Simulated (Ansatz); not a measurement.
**C: density, localisation and related maps**

Input

```
crystal:
  lattice:
    - [-2.4831064207, 0.0, 0.0]
    - [0.0, 0.0, -4.1359115893]
    - [0.0, -4.3008664813, 0.0]
  atoms:
    - { symbol: C, position: [0.5096653127, 0.9371743693, 0.1666666667] }
    - { symbol: C, position: [-0.0096653127, 0.9371743693, 0.6666666667] }
    - { symbol: C, position: [1.0, 0.4371743693, 0.3333333333] }
    - { symbol: C, position: [0.5, 0.4371743693, 0.8333333333] }
    - { symbol: C, position: [0.4903346873, 0.5628256307, 0.1666666667] }
    - { symbol: C, position: [0.0096653127, 0.5628256307, 0.6666666667] }
    - { symbol: C, position: [1.0, 0.0628256307, 0.3333333333] }
    - { symbol: C, position: [0.5, 0.0628256307, 0.8333333333] }
basis:
  ecutwfc: 520.0
kpoints:
  mp_grid: { grid: [10, 6, 6] }
hamiltonian:
  xc: lda
  pseudopotentials: { kind: paw, azcp: { folder: soft_1 } }
scf:
  occupations: { method: gaussian, width: 0.05 }
output:
  forces: true
  stress: true
  eigenvalues: true
  write_density: true
  write_potential: true
  elf: true
  volumetric_format: npy
```

Command:

```sh
ansatz run input.yaml --threads 2 --pin off --max-ram 4096MiB --backend cpu --events-out ev --progress --plain --runs-dir out
```

Below, planes, directions and counts refer to the conventional cell (a = 4.14 Å, b = 2.48 Å, c = 4.30 Å, α = 90.00°, β = 90.00°, γ = 90.00°).

Space group Pnc2; a point of a scan over the structure, not its minimum; not relaxed (largest force 1.1 eV/Å); PAW files of the earlier set (soft_1).

Method: DFT LDA, scalar-relativistic, plane waves, PAW (Ansatz).

In a PAW calculation such maps are meaningful between the atoms, not at the nuclei.

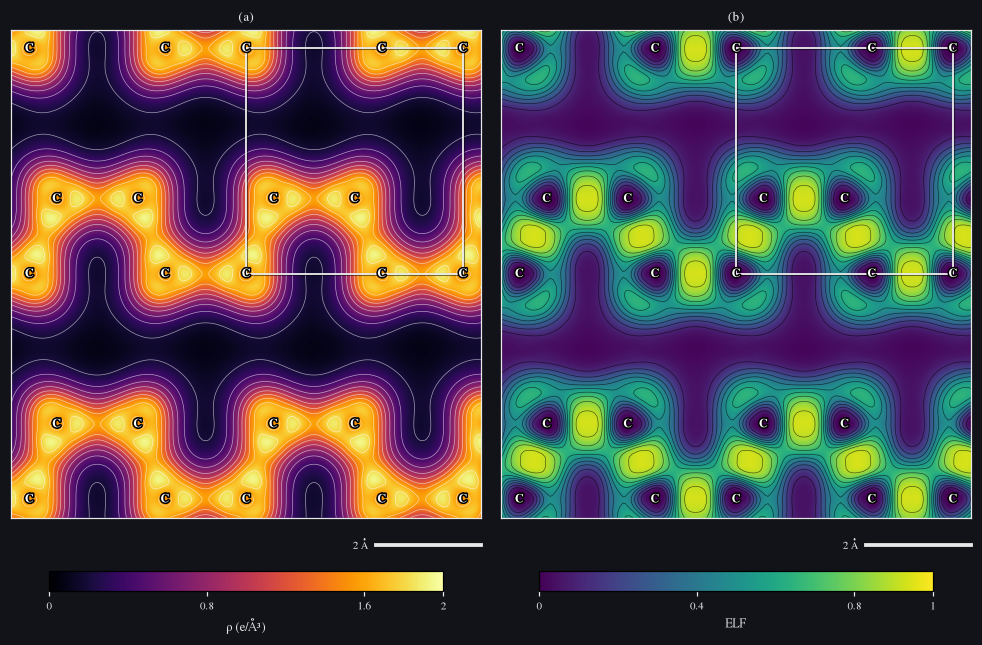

Figure 1. (a) valence pseudo-density; (b) electron localisation function on the (010) plane of the conventional cell.

> What does the map show?

Atoms in the plane: C. C–C (1.53 Å): ρ is about 1.7 e/Å³ halfway; the ELF peaks at about 0.95 between the atoms (localised, covalent bonding). Between the atoms the lowest density in this plane is 0.08 e/Å³.

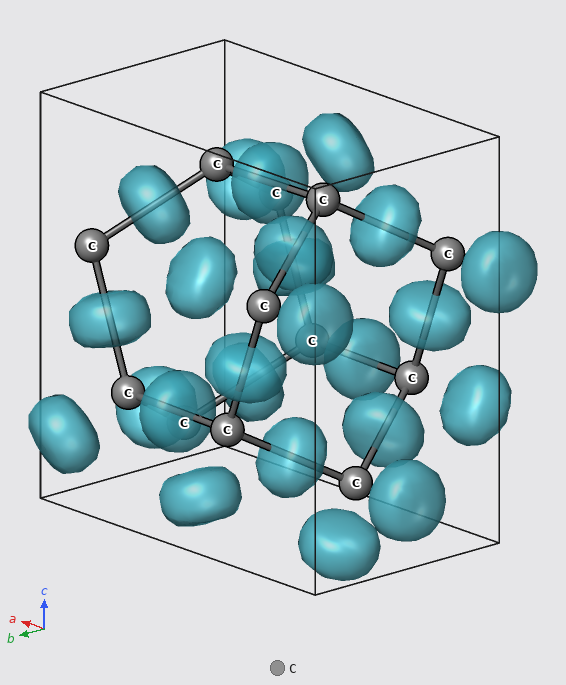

Figure 2. Isosurface of the ELF at 0.8 (cyan), seen at an oblique angle. Core shells and regions of very low density are left out. Sticks mark near contacts.

> What do the ELF domains correspond to?

The ELF exceeds this value in 16 regions between bonded C–C atoms (shared pairs), counted in one cell of 8 atoms. Regions shared between cells count once.


C–C (1.51 Å): the ELF peaks at about 0.95 between the atoms; a covalent bond. C–C (1.55 Å): the ELF peaks at about 0.95 between the atoms; localised, covalent bonding.

> Does the calculation make it a metal, or give it a gap?

It is gapped, with a Kohn–Sham gap of 3.1 eV on the k-point mesh, an upper bound to the gap of this method.
